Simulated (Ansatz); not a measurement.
SrO

```yaml
crystal:
  lattice:
    - [3.59269, 0.00000, 0.00000]
    - [-1.79634, 3.11136, 0.00000]
    - [0.00000, 0.00000, 18.75124]
  atoms:
    - { symbol: Sr, position: [0.00000, 0.00000, 0.12447] }
    - { symbol: Sr, position: [0.66667, 0.33333, 0.45781] }
    - { symbol: Sr, position: [0.33333, 0.66667, 0.79114] }
    - { symbol: Sr, position: [0.66667, 0.33333, 0.28862] }
    - { symbol: Sr, position: [0.33333, 0.66667, 0.62195] }
    - { symbol: Sr, position: [0.00000, 0.00000, 0.95529] }
    - { symbol: O, position: [0.33333, 0.66667, 0.20715] }
    - { symbol: O, position: [0.00000, 0.00000, 0.54048] }
    - { symbol: O, position: [0.66667, 0.33333, 0.87382] }
    - { symbol: O, position: [0.33333, 0.66667, 0.03828] }
    - { symbol: O, position: [0.00000, 0.00000, 0.37162] }
    - { symbol: O, position: [0.66667, 0.33333, 0.70495] }
```

Space group R3m; a structure generated by program, which may or may not match a known phase.

These are results of DFT PBE, scalar-relativistic, plane waves, PAW (Ansatz), not measurements.

What can the converged valence pseudo-density and electron localisation function tell about the bonding?

Answer. Sr–O (2.58 Å): ρ at the midpoint is about 0.23 e/Å³; the ELF is about 0.10 at the midpoint: a closed-shell, largely ionic contact.
Sr–O (2.63 Å): ρ is about 0.21 e/Å³ halfway; the ELF is about 0.10 at the midpoint (a largely ionic contact).
Bader's partition of the density gives Sr +1.48 and O −1.48 e.

Which way does charge flow, and how much by Bader's partition?

Answer. Electrons move from Sr towards O. Bader charges: Sr +1.48 and O −1.48 e.

Does the calculation make it a metal, or give it a gap?

Answer. It is gapped, with a Kohn–Sham gap of 3.3 eV on the k-point mesh (the band edges may lie off the mesh, which would make the gap smaller).

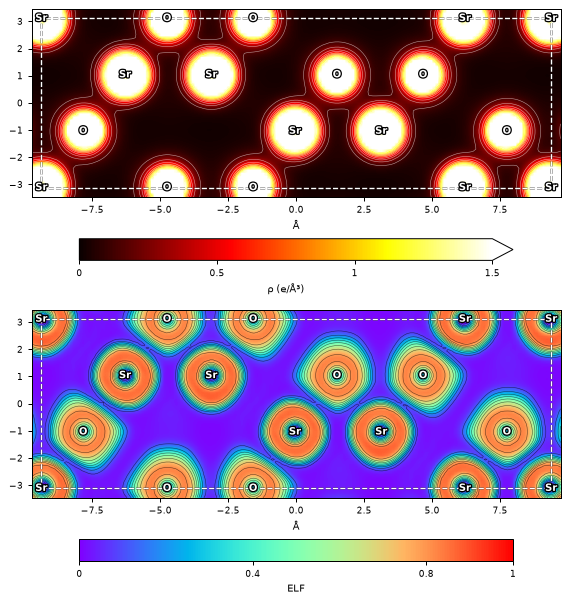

Computed valence pseudo-density and electron localisation function on the (110) plane of the conventional cell, in this order. 
